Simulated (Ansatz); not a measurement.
Single-point calculation of Ga48O72 (part 2 of 2)

Ga48O72 (R-3c, 120 atoms in the cell); DFT, PBEsol, PAW, plane waves (Ansatz 0.2.0); cutoff 420 eV, 1×1×1 k-mesh, Fermi–Dirac smearing of 0.01 eV. The structure was built on a prototype by a generator.

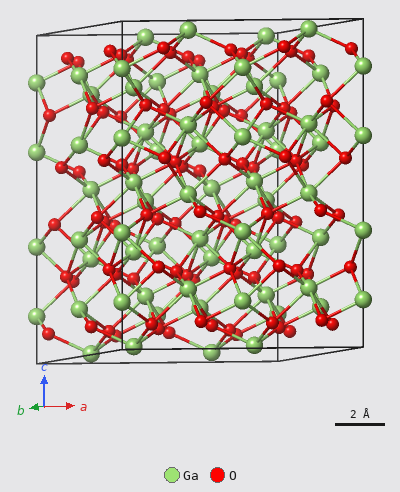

Fig. 1: The structure as given in the input (ball-and-stick view of the cell of the calculation, seen at an oblique angle).

The program's output, continued
```
--- Forces (eV/Å), atoms counted from 1 ---
  atom   1  Ga     0.00177566    -0.00165360    -0.00255236
  atom   2  Ga     0.00177531    -0.00165339    -0.00255268
  atom   3  Ga     0.00177578    -0.00165416    -0.00255241
  atom   4  Ga     0.00177658    -0.00165409    -0.00255280
  atom   5  Ga     0.00219816    -0.00122778    -0.00356808
  atom   6  Ga     0.00219838    -0.00122754    -0.00356839
  atom   7  Ga     0.00219821    -0.00122865    -0.00356818
  atom   8  Ga     0.00219882    -0.00122922    -0.00356818
  atom   9  Ga    -0.00242295     0.00136403     0.00340374
  atom  10  Ga    -0.00242363     0.00136435     0.00340350
  atom  11  Ga    -0.00242345     0.00136422     0.00340364
  atom  12  Ga    -0.00242394     0.00136545     0.00340428
  atom  13  Ga     0.00154601    -0.00152505    -0.00252175
  atom  14  Ga     0.00154549    -0.00152610    -0.00252082
  atom  15  Ga     0.00154682    -0.00152621    -0.00252112
  atom  16  Ga     0.00154506    -0.00152494    -0.00252185
  atom  17  Ga     0.00239436    -0.00134725    -0.00340374
  atom  18  Ga     0.00239481    -0.00134766    -0.00340399
  atom  19  Ga     0.00239469    -0.00134784    -0.00340442
  atom  20  Ga     0.00239506    -0.00134733    -0.00340363
  atom  21  Ga    -0.00174632     0.00163719     0.00262830
  atom  22  Ga    -0.00174617     0.00163674     0.00262845
  atom  23  Ga    -0.00174754     0.00163741     0.00262833
  atom  24  Ga    -0.00174640     0.00163777     0.00262786
  atom  25  Ga    -0.00239244     0.00134649     0.00344615
  atom  26  Ga    -0.00239421     0.00134617     0.00344504
  atom  27  Ga    -0.00239325     0.00134620     0.00344550
  atom  28  Ga    -0.00239372     0.00134622     0.00344634
  atom  29  Ga     0.00174591    -0.00163727    -0.00259890
  atom  30  Ga     0.00174482    -0.00163688    -0.00259799
  atom  31  Ga     0.00174652    -0.00163803    -0.00259853
  atom  32  Ga     0.00174531    -0.00163743    -0.00259881
  atom  33  Ga     0.00242492    -0.00136446    -0.00335726
  atom  34  Ga     0.00242412    -0.00136454    -0.00335771
  atom  35  Ga     0.00242474    -0.00136463    -0.00335705
  atom  36  Ga     0.00242268    -0.00136385    -0.00335744
  atom  37  Ga    -0.00154569     0.00152758     0.00256229
  atom  38  Ga    -0.00154558     0.00152703     0.00256244
  atom  39  Ga    -0.00154489     0.00152674     0.00256246
  atom  40  Ga    -0.00154604     0.00152732     0.00256205
  atom  41  Ga    -0.00219867     0.00122904     0.00325496
  atom  42  Ga    -0.00219764     0.00122923     0.00325477
  atom  43  Ga    -0.00219862     0.00122892     0.00325449
  atom  44  Ga    -0.00219647     0.00122895     0.00325474
  atom  45  Ga    -0.00177655     0.00165485     0.00262825
  atom  46  Ga    -0.00177544     0.00165545     0.00262852
  atom  47  Ga    -0.00177693     0.00165396     0.00262820
  atom  48  Ga    -0.00177459     0.00165489     0.00262795
  atom  49  O     -0.01087658    -0.00028790     0.00032921
  atom  50  O     -0.01087772    -0.00028784     0.00032914
  atom  51  O     -0.01087699    -0.00028787     0.00032970
  atom  52  O     -0.01087766    -0.00028806     0.00032945
  atom  53  O     -0.00614348     0.00922584    -0.00126572
  atom  54  O     -0.00614350     0.00922607    -0.00126609
  atom  55  O     -0.00614456     0.00922722    -0.00126590
  atom  56  O     -0.00614416     0.00922740    -0.00126591
  atom  57  O      0.00620632    -0.00921993     0.00136779
  atom  58  O      0.00620627    -0.00921984     0.00136745
  atom  59  O      0.00620608    -0.00922071     0.00136709
  atom  60  O      0.00620652    -0.00922139     0.00136717
  atom  61  O      0.00402520     0.00921331     0.00067351
  atom  62  O      0.00402538     0.00921415     0.00067319
  atom  63  O      0.00402595     0.00921418     0.00067317
  atom  64  O      0.00402597     0.00921444     0.00067335
  atom  65  O      0.01093073     0.00018980    -0.00019992
  atom  66  O      0.01093032     0.00018975    -0.00019990
  atom  67  O      0.01093034     0.00018954    -0.00019996
  atom  68  O      0.01092900     0.00018942    -0.00019995
  atom  69  O      0.00407084     0.00916187     0.00070124
  atom  70  O      0.00406996     0.00916266     0.00070138
  atom  71  O      0.00407010     0.00916241     0.00070141
  atom  72  O      0.00407087     0.00916287     0.00070127
  atom  73  O     -0.00629188     0.00921501    -0.00148990
  atom  74  O     -0.00629213     0.00921543    -0.00148964
  atom  75  O     -0.00629226     0.00921599    -0.00148944
  atom  76  O     -0.00629176     0.00921458    -0.00148971
  atom  77  O      0.01083695     0.00032377    -0.00042370
  atom  78  O      0.01083723     0.00032349    -0.00042343
  atom  79  O      0.01083613     0.00032401    -0.00042402
  atom  80  O      0.01083746     0.00032383    -0.00042368
  atom  81  O      0.00396079     0.00923579     0.00068938
  atom  82  O      0.00396044     0.00923455     0.00068999
  atom  83  O      0.00396128     0.00923584     0.00068949
  atom  84  O      0.00396065     0.00923515     0.00069002
  atom  85  O     -0.00620945     0.00921855    -0.00139273
  atom  86  O     -0.00621010     0.00921995    -0.00139271
  atom  87  O     -0.00620996     0.00921908    -0.00139275
  atom  88  O     -0.00620991     0.00922044    -0.00139260
  atom  89  O     -0.00399106    -0.00922625    -0.00061071
  atom  90  O     -0.00399063    -0.00922675    -0.00061131
  atom  91  O     -0.00399021    -0.00922595    -0.00061108
  atom  92  O     -0.00399017    -0.00922686    -0.00061135
  atom  93  O     -0.01083868    -0.00031710     0.00039691
  atom  94  O     -0.01083917    -0.00031675     0.00039650
  atom  95  O     -0.01083993    -0.00031683     0.00039660
  atom  96  O     -0.01083709    -0.00031653     0.00039599
  atom  97  O      0.00628698    -0.00921910     0.00146262
  atom  98  O      0.00628605    -0.00921805     0.00146267
  atom  99  O      0.00628633    -0.00921760     0.00146281
  atom 100  O      0.00628720    -0.00921938     0.00146292
  atom 101  O     -0.00406518    -0.00916734    -0.00072830
  atom 102  O     -0.00406569    -0.00916693    -0.00072825
  atom 103  O     -0.00406537    -0.00916654    -0.00072809
  atom 104  O     -0.00406541    -0.00916688    -0.00072848
  atom 105  O     -0.01092324    -0.00021923     0.00027833
  atom 106  O     -0.01092392    -0.00021951     0.00027856
  atom 107  O     -0.01092242    -0.00021955     0.00027869
  atom 108  O     -0.01092447    -0.00021955     0.00027816
  atom 109  O      0.01087684     0.00029175    -0.00035492
  atom 110  O      0.01087845     0.00029090    -0.00035427
  atom 111  O      0.01087619     0.00029114    -0.00035426
  atom 112  O      0.01087917     0.00029116    -0.00035441
  atom 113  O     -0.00402321    -0.00921742    -0.00069859
  atom 114  O     -0.00402320    -0.00921718    -0.00069870
  atom 115  O     -0.00402254    -0.00921696    -0.00069895
  atom 116  O     -0.00402322    -0.00921648    -0.00069842
  atom 117  O      0.00616747    -0.00920712     0.00134480
  atom 118  O      0.00616799    -0.00920724     0.00134507
  atom 119  O      0.00616722    -0.00920680     0.00134461
  atom 120  O      0.00616708    -0.00920609     0.00134453
  max |Σ_I F_I| component: 2.06e-6 eV/Å
--- Stress (GPa, compression-positive) ---
        0.059533      -0.081899      -0.000826
       -0.081899      -0.037669      -0.009925
       -0.000826      -0.009925       0.152517
  P = ⅓ Tr σ = 0.0581 GPa (0.581 kbar)
--- Band table (eV) ---
  k-point 0: bands = ["-9.7125", "-9.5137", "-9.4797", "-9.4752", "-9.3119", "-9.2960", "-9.1490", "-9.0140", "-8.9775", "-8.9094", ... 438 levels left out ..., "7.5334", "7.5571", "7.5631", "7.5801", "7.6684", "7.6726", "7.6801", "7.7085", "7.7406", "7.7946", "7.8064", "7.8285", "7.8354", "7.8449", "7.8499", "7.8702", "7.8795", "7.8861", "7.8981", "7.9111", "7.9116", "7.9267", "8.0195", "8.0219", "8.0286", "8.0709", "8.0916", "8.0974", "8.0984",
      "8.1092", "8.1944", "8.2160", "8.2472", "8.2679", "8.2706", "8.2775", "8.2775", "8.2851", "8.2939", "8.3180", "8.3318", "8.3833", "8.3839", "8.3917", "8.3933", "8.4003", "8.4240", "8.4704", "8.4854", "8.4915", "8.5021", "8.5058", "8.5131", "8.5388", "8.5544", "8.5596", "8.5613", "8.5875", "8.6022", "8.6022", "8.6165", "8.6246", "8.6315", "8.6329", "8.6409", "8.6618", "8.6680", "8.6816", "8.7192",
      "8.7461", "8.7530", "8.7581", "8.7676", "8.7776", "8.7820", "8.8138", "8.8158", "8.8821", "8.9530", "8.9640", "13.0097", "13.7983", "13.9380", "13.9497", "14.4812", "14.4850", "14.8034", "15.2239", "15.2710", "15.2769", "15.2785", "15.3033", "15.3138", "15.3386", "15.3863", "15.3929", "15.4311", "15.5114", "15.6016", "15.6670", "15.6709", "15.6919", "15.7503", "15.7538", "15.8455", "15.9114", "15.9148", "15.9551", "16.0227",
      "16.0563", "16.1221", "16.1371", "16.1552", "16.1783", "16.2349", "16.2416", "16.2814", "16.3173", "16.3591", "16.6041", "16.6790", "16.7392", "16.7472", "16.7633", "16.8911", "17.0650", "17.2187", "17.3533", "17.4436", "17.4610", "17.6616", "17.6618", "17.6899", "17.7012", "17.7201", "17.7407", "17.7442", "17.7573", "17.7665", "17.8101", "17.9016", "17.9132", "18.1436", "18.1824", "18.2060", "18.2405", "18.2770", "18.5127", "18.5794",
      "18.5881", "18.6012", "18.6148", "18.7601", "18.7977", "18.8127", "18.9339", "18.9833", "19.1194", "19.2095", "19.2356", "19.2696", "19.3098", "19.5149", "19.5442", "19.6474", "19.7055", "19.7117", "19.7775", "19.8091", "19.9624", "20.1194", "20.2253", "20.2736", "20.3085", "20.3107", "20.3619", "20.4276", "20.4358", "20.4544", "20.5546", "20.5645", "20.5947", "20.6115", "20.6371", "20.6745", "20.6902", "20.6909", "20.7309", "20.7356",
      "20.7473", "20.7808", "20.8063", "20.8489", "20.8606", "20.8911", "20.8973", "20.9187", "20.9405", "21.0056", "21.0335"]
--- Löwdin populations: 120 sites ---
  site symbol       q [e]
     0     Ga     12.0104
     1     Ga     12.0104
     2     Ga     12.0104
     3     Ga     12.0104
     4     Ga     12.0104
     5     Ga     12.0104
     6     Ga     12.0104
     7     Ga     12.0104
     8     Ga     12.0104
     9     Ga     12.0104
    10     Ga     12.0104
    11     Ga     12.0104
    12     Ga     12.0104
    13     Ga     12.0104
    14     Ga     12.0104
    15     Ga     12.0104
    16     Ga     12.0104
    17     Ga     12.0104
    18     Ga     12.0104
    19     Ga     12.0104
    20     Ga     12.0104
    21     Ga     12.0104
    22     Ga     12.0104
    23     Ga     12.0104
    24     Ga     12.0104
    25     Ga     12.0104
    26     Ga     12.0104
    27     Ga     12.0104
    28     Ga     12.0104
    29     Ga     12.0104
    30     Ga     12.0104
    31     Ga     12.0104
    32     Ga     12.0104
    33     Ga     12.0104
    34     Ga     12.0104
    35     Ga     12.0104
    36     Ga     12.0104
    37     Ga     12.0104
    38     Ga     12.0104
    39     Ga     12.0104
    40     Ga     12.0104
    41     Ga     12.0104
    42     Ga     12.0104
    43     Ga     12.0104
    44     Ga     12.0104
    45     Ga     12.0104
    46     Ga     12.0104
    47     Ga     12.0104
    48      O      6.6156
    49      O      6.6156
    50      O      6.6156
    51      O      6.6156
    52      O      6.6156
    53      O      6.6156
    54      O      6.6156
    55      O      6.6156
    56      O      6.6156
    57      O      6.6156
    58      O      6.6156
    59      O      6.6156
    60      O      6.6150
    61      O      6.6150
    62      O      6.6150
    63      O      6.6150
    64      O      6.6156
    65      O      6.6156
    66      O      6.6156
    67      O      6.6156
    68      O      6.6150
    69      O      6.6150
    70      O      6.6150
    71      O      6.6150
    72      O      6.6156
    73      O      6.6156
    74      O      6.6156
    75      O      6.6156
    76      O      6.6156
    77      O      6.6156
    78      O      6.6156
    79      O      6.6156
    80      O      6.6150
    81      O      6.6150
    82      O      6.6150
    83      O      6.6150
    84      O      6.6156
    85      O      6.6156
    86      O      6.6156
    87      O      6.6156
    88      O      6.6150
    89      O      6.6150
    90      O      6.6150
    91      O      6.6150
    92      O      6.6156
    93      O      6.6156
    94      O      6.6156
    95      O      6.6156
    96      O      6.6156
    97      O      6.6156
    98      O      6.6156
    99      O      6.6156
   100      O      6.6150
   101      O      6.6150
   102      O      6.6150
   103      O      6.6150
   104      O      6.6156
   105      O      6.6156
   106      O      6.6156
   107      O      6.6156
   108      O      6.6156
   109      O      6.6156
   110      O      6.6156
   111      O      6.6156
   112      O      6.6150
   113      O      6.6150
   114      O      6.6150
   115      O      6.6150
   116      O      6.6156
   117      O      6.6156
   118      O      6.6156
   119      O      6.6156
  spilling = 0.003024 (of n_electrons = 1056.000000)
```

Summary

| quantity | value |
| --- | --- |
| outcome | converged |
| space group (tolerance 0.01 Å) | R-3c (167) |
| electrons treated | 1056 |
| free energy | −220101.3437 eV |
| Fermi energy | 10.988 eV |
| pressure | 0.06 GPa |
| largest force (length of the vector) | 0.011 eV/Å |
| hardware | 8 CPU threads, shared host |
| wall time | 5.6 s (CPU time 10 s) |
| peak memory | 2.8 GiB |

Notes

The k-point mesh is coarse for a cell of this size, so the results may not be converged.
